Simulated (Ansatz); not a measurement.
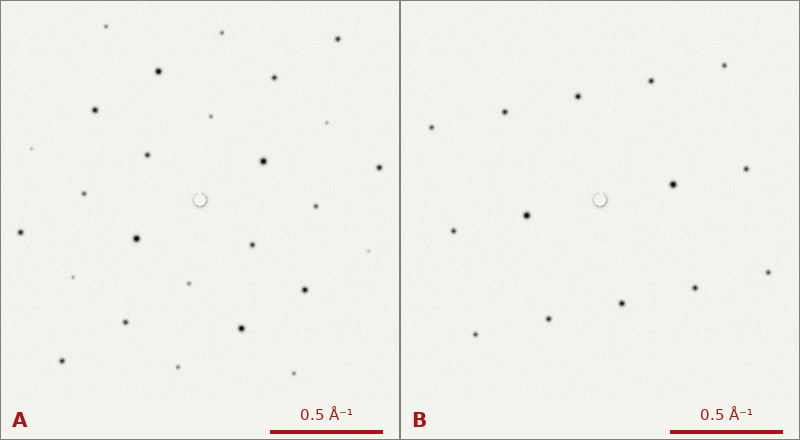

Kinematic electron diffraction patterns (120 kV, B = 0.5 Å², same scale, each along a low-index zone) of two structures of composition Na, each relaxed at zero pressure with DFT PBE, scalar-relativistic, plane waves, PAW (Ansatz 0.2.0).

The structures (standard cells):
1. Im-3m (No. 229), a = 4.202 Å, 2 atoms; generated start, possibly hypothetical
2. R-3c (No. 167), a = 11.143 Å, c = 6.292 Å (hexagonal axes), 18 atoms; generated start, possibly hypothetical

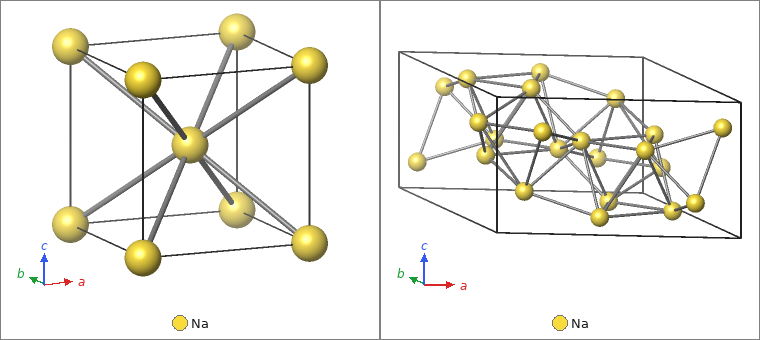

Drawings of the structures 1 to 2, from left to right (each may span several cells).

> Which pattern belongs to which structure, and along which zone?

A is structure 2 along [100] or an equivalent direction: oblique net of 0 3 0 at d = 3.22 Å and 0 1 2 at d = 2.99 Å, 71.9° apart (some points of this net are extinct or too weak to see). B is structure 1 along [110] or an equivalent direction: rectangular net of 1 -1 0 at d = 2.97 Å and 0 0 2 at d = 2.10 Å, 90.0° apart.

> Rank the structures by their computed energy.

Structure 1 (Im-3m, 37.09 Å³ an atom) is the lowest of these; structure 2 (R-3c, 37.59 Å³ an atom) lies about 28 meV an atom higher. These are static energies at 0 K; other structures, not shown, may lie lower still.
